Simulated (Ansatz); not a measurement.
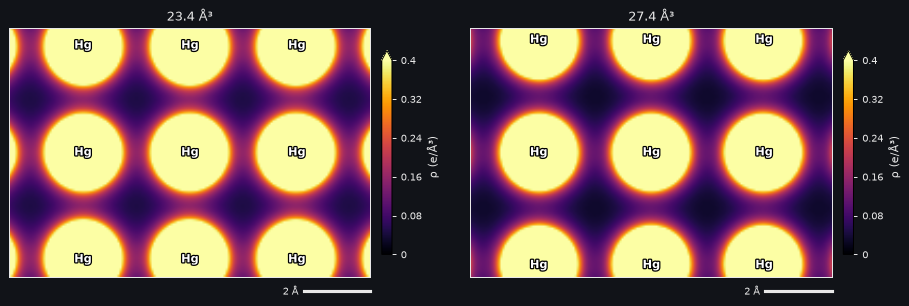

Hg. The valence charge density (pseudo) of cells scaled evenly to different volumes (given per atom above each panel), on the (101) plane of each (indices in the axes of the cell below), at one length scale and on one colour scale.

A structure from a database of computed crystals, not necessarily the ambient phase.

All numbers below come from Ansatz, DFT PBE+D3(BJ), scalar-relativistic, plane waves, PAW.

Core electrons are frozen (PAW), and the valence fields are smoothed inside the atomic spheres.

The largest cell:

```cif
data_structure
_symmetry_space_group_name_H-M 'P 1'
_symmetry_Int_Tables_number 1
_cell_length_a 3.3823
_cell_length_b 3.3823
_cell_length_c 3.3823
_cell_angle_alpha 60.000
_cell_angle_beta 60.000
_cell_angle_gamma 60.000
_cell_volume 27.36
loop_
_atom_site_label
_atom_site_type_symbol
_atom_site_fract_x
_atom_site_fract_y
_atom_site_fract_z
_atom_site_occupancy
Hg1 Hg 0.00000 0.00000 0.00000 1
```

| volume (Å³/atom) | Hg–Hg contact in the plane (Å) | ρ at its midpoint (e/Å³) | pressure (GPa) | 
| --- | --- | --- | --- |
| 23.38 | 3.210 | 0.158 | 1.7 | 
| 26.37 | 3.341 | ? | ? | 
| 27.36 | 3.382 | 0.116 | −1.2 | 

> Estimate the missing row, and compare with the calculation.

Over the known rows ln ρ falls by 1.80 per Å of Hg–Hg distance (the line through the two), which gives 0.125 e/Å³ at 3.341 Å; the calculation gives 0.125 e/Å³. For the pressure, a straight line in volume between the neighbouring rows gives −0.5 GPa; the calculation gives −0.9, lower because pressure rises ever faster on compression.
